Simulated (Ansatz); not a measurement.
# SnO: what the fields show

```yaml
crystal:
  lattice:
    - [3.13193, 0.00000, 0.00000]
    - [0.00000, 3.13193, 0.00000]
    - [0.00000, 0.00000, 3.13193]
  atoms:
    - { symbol: Sn, position: [0.01028, 0.99187, 0.99582] }
    - { symbol: O, position: [0.49555, 0.51364, 0.50290] }
```

Space group P1; a generated structure, not necessarily the stable one; changed on purpose from its base cell (atoms moved at random by about 0.05 A); not relaxed (largest force 0.3 eV/Å).

All numbers below come from Kohn-Sham DFT of a periodic cell, PBE, Ansatz PAW (Ansatz).

In a PAW calculation such maps are meaningful between the atoms, not at the nuclei.

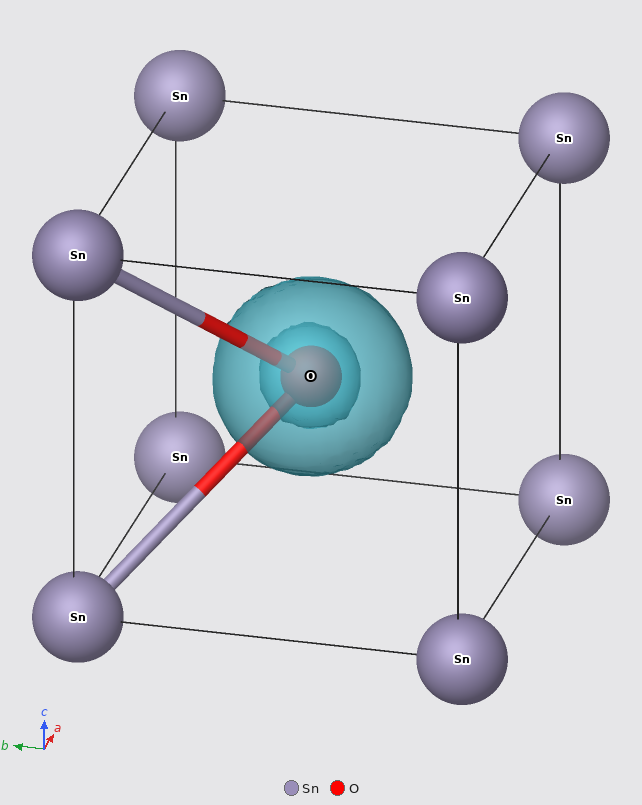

Figure 1. Isosurface of the electron localisation function at 0.75 (cyan), seen at an oblique angle. Core shells and regions of very low density are left out. Sticks mark near contacts.

What do the ELF domains correspond to?

At this value the surface marks out one region wrapped around O (its valence shell), counted in one cell of 2 atoms. Any copies at cell faces, edges or corners count once. Along the contacts the grid gives the following. Sn–O (2.63 Å): the ELF is about 0.20 at the midpoint (no localised pair shows between them).

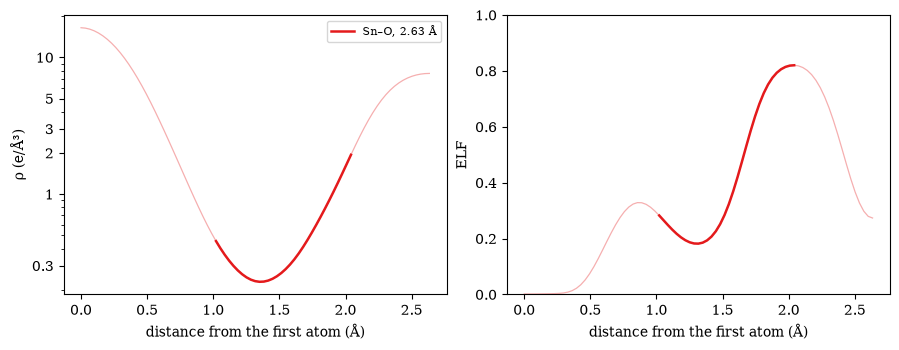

Figure 2. Valence charge density (pseudo) and electron localisation function along straight lines between neighbouring atoms. Thin, pale parts lie inside the atomic spheres.

What can be read from the curves?

Sn–O (2.63 Å): ρ is about 0.23 e/Å³ halfway; the ELF is about 0.20 at the midpoint; no shared electron pair shows on this line.

Does the calculation make it a metal, or give it a gap?

It is gapped, with a Kohn–Sham gap of 0.48 eV on the k-point mesh (the band edges may lie off the mesh, which would make the gap smaller).
